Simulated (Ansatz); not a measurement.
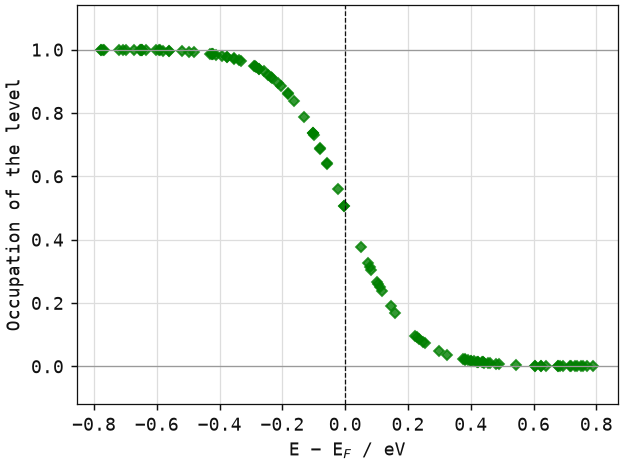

Occupations of the one-electron levels of the k mesh against their energy, from a run on TiH3, space group Pm-3m (No. 221), 4 atoms in the cell, with Ansatz.

Q: Which smearing scheme was used (Fermi-Dirac, Gaussian, Methfessel-Paxton or cold), and about what width?

A: Fermi-Dirac smearing with a width of 0.1 eV. The occupations stay between 0 and 1 and have long exponential tails; the slope at the Fermi level is 1/(4 × width).
